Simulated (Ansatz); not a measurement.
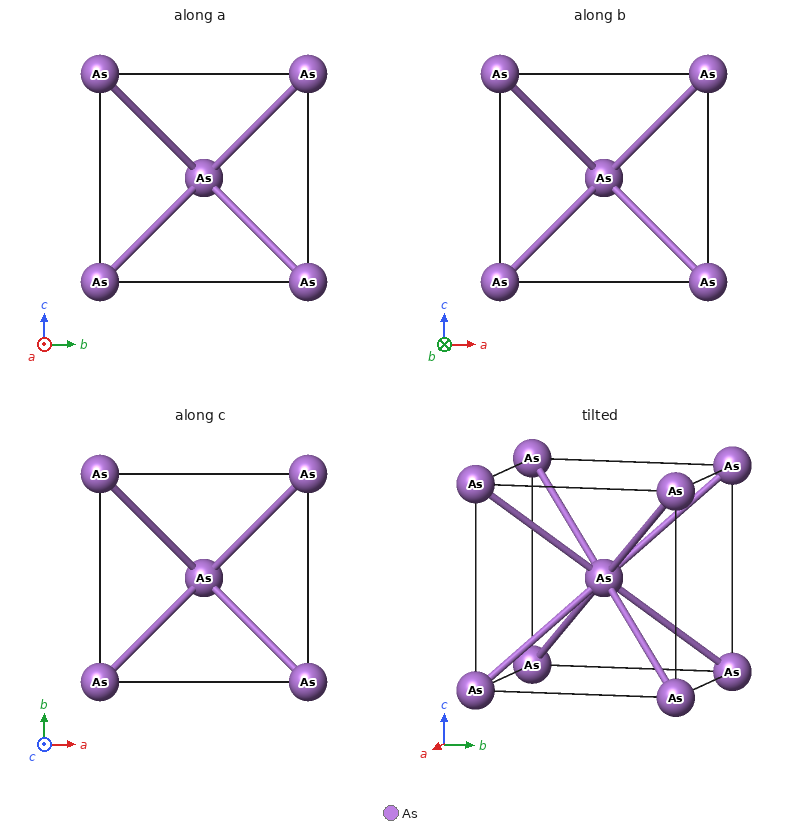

The structure above is drawn in ball-and-stick style and viewed along the a axis, along the b axis, along the c axis and slightly off an axis. The wireframe shows the conventional unit cell.

Lattice parameters: a = 3.219 Å, b = 3.219 Å, c = 3.219 Å, α = 90.00°, β = 90.00°, γ = 90.00°.

Q: Set out the cell and atoms as a table of Wyckoff sites.

A: Space group Im-3m (No. 229).
```tsv
atom	site	x	y	z
As	2a	0.0000	0.0000	0.0000
```

Provenance: a structure type filled with this element by a generator (whether the element takes this form wasn't checked). Earlier steps of the study may have refined or changed the cell and positions. It was run through Ansatz as a DFT input.

At this level of theory the cell isn't at rest (compressed, at 9 GPa), so its distances can differ from those at equilibrium, the more so the softer the solid.
